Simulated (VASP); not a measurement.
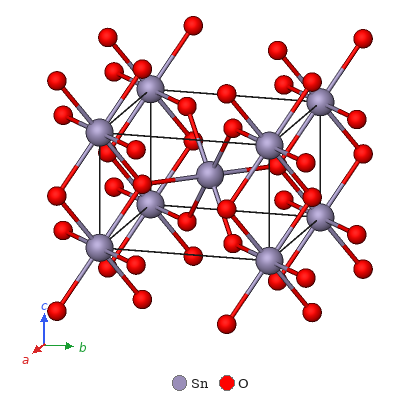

SnO2, space group P4_2/mnm (No. 136), a = 4.840 Å, b = 4.840 Å, c = 3.252 Å, α = 90.00°, β = 90.00°, γ = 90.00°. Origin: the end point of a relaxation with VASP Kohn-Sham DFT of a periodic cell, BEEF-vdW, VASP PAW PBE potentials, recommended in VASP 6.6.1. Forms under 0.4 % of the area are left out.

What shape follows from the Bravais–Friedel–Donnay–Harker rule?

Answer. The forms computed, by share of the surface:

```csv
form,faces,d (Å),share of area (%)
{110},4,3.422,57.5
{101},8,2.699,42.5
```

The crystal is roughly equant (blocky). Widths along a, b and c stand as 1.00 : 1.00 : 1.08.

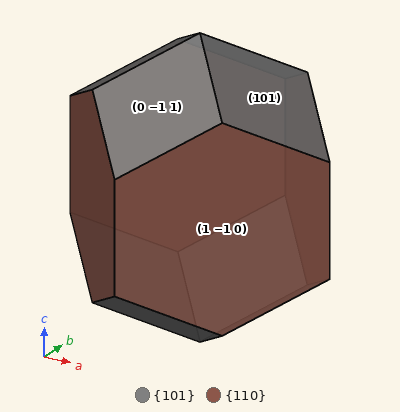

The computed shape, faces indexed. The rule is geometric and ignores bonding and growth conditions.
